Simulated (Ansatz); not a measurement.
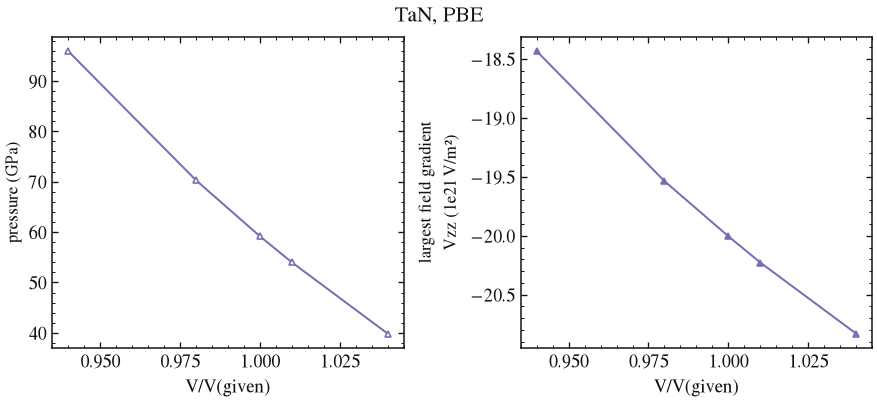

Method: periodic Kohn-Sham DFT of a crystal at fixed atoms, scaled to the stated factor times the given cell; pressure positive in compression (Ansatz 0.2.0). Level: PBE.

method all-electron PAW; relativity scalar; k mesh 9×9×5; occupations Fermi–Dirac; smearing width 0.01 eV; nucleus Gaussian.

Cell as given: a = 3.048 Å, b = 3.048 Å, c = 4.918 Å, α = 90.00°, β = 90.00°, γ = 120.00°; 4 atoms.

Pressure and largest field gradient Vzz against V/V(given) for TaN, space group P6_3/mmc (No. 194).

V(given) is 9.89 Å³/atom.

The pressure falls from 95.9 GPa at V/V(given) 0.94 to 39.8 GPa at 1.04. The largest field gradient Vzz falls from −18.434 1e21 V/m² at V/V(given) 0.94 to −20.831 1e21 V/m² at 1.04.

Keep in mind: cell far from its zero-pressure volume; field gradient without spin-orbit coupling on heavy atoms; no gap: field gradients move with the k mesh; no spin-orbit coupling on heavy atoms; the volumes run don't bracket the minimum of the energy, so any equilibrium value is extrapolated; shape and atomic fractions are frozen while scaling, which makes layered, chain and framework solids too stiff.

One of the inputs:
```
crystal:
  lattice:
    - [3.0480019786, 0.0, 0.0]
    - [-1.5240009893, 2.6396471442, 0.0]
    - [0.0, 0.0, 4.918]
  atoms:
    - { symbol: Ta, position: [0.0, 0.0, 0.0] }
    - { symbol: Ta, position: [0.0, 0.0, 0.5] }
    - { symbol: "N", position: [0.3333333333, 0.6666666667, 0.25] }
    - { symbol: "N", position: [0.6666666667, 0.3333333333, 0.75] }
kpoints:
  mp_grid: { grid: [9, 9, 5] }
  band_path:
    path:
      - [0.0, 0.0, 0.0]
      - [0.5, 0.0, 0.0]
      - [0.3333333333, 0.3333333333, 0.0]
      - [0.0, 0.0, 0.0]
      - [0.0, 0.0, 0.5]
      - [0.5, 0.0, 0.5]
      - [0.3333333333, 0.3333333333, 0.5]
      - [0.0, 0.0, 0.5]
      - [0.5, 0.0, 0.5]
    npoints: 8
scf:
  occupations: { method: fermi_dirac, width: 0.01 }
hamiltonian:
  xc: pbe
  pseudopotentials: { kind: all_electron, datasets: crystal }
output:
  forces: true
  stress: true
  eigenvalues: true
  efg: { contact_densities: true }
```

Command:
```bash
ansatz run input.yaml --threads 1 --pin off --max-ram 4096MiB --backend cpu --events-out ev --progress --plain --runs-dir out
```
